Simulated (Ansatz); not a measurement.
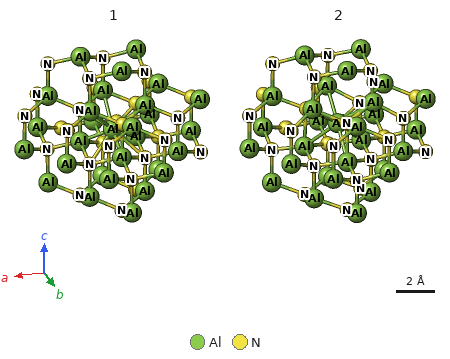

Two geometries of a defect cell of composition Al$_{49}$N$_{48}$ (cell charge +2), drawn at one scale. One is the start of a relaxation, the other its converged end. A ball-and-stick model of the atoms within 5.0 Å of the atom that moves most (axes of the cell of the calculation (origin shifted)), seen from a free direction.

These are results of Ansatz 0.2.0, DFT, PBEsol, PAW, plane waves, not measurements. (plane-wave cutoff 420 eV; k-point mesh 1 × 1 × 1; mesh shifted by (0.25, 0.25, 0.25); collinear spin; atoms relaxed in a fixed cell; force threshold 0.03 eV/Å; at most 80 steps)

**Which geometry has the lower energy?**

Structure 2 is the relaxed one. The energy falls by 6.701 eV per cell of the calculation in 6 geometry steps. The largest force component goes from 7.6 to 0.024 eV/Å. An Al atom moves most: 0.36 Å along +c. By element the largest moves are Al 0.36 Å, N 0.14 Å. The lattice vectors keep their values. Some distances before and after: Al–Al 2.004 → 2.398 Å, Al–Al 2.021 → 2.405 Å, Al–N 1.836 → 2.204 Å, Al–N 2.318 → 2.683 Å. Bond angles that change, for instance: Al–Al–N 172.9° → 151.9°, Al–Al–N 169.9° → 151.9°, N–Al–N 112.0° → 96.5°.

Limits of the set-up: the cell is charged, on a uniform background, and energies carry no finite-size correction.
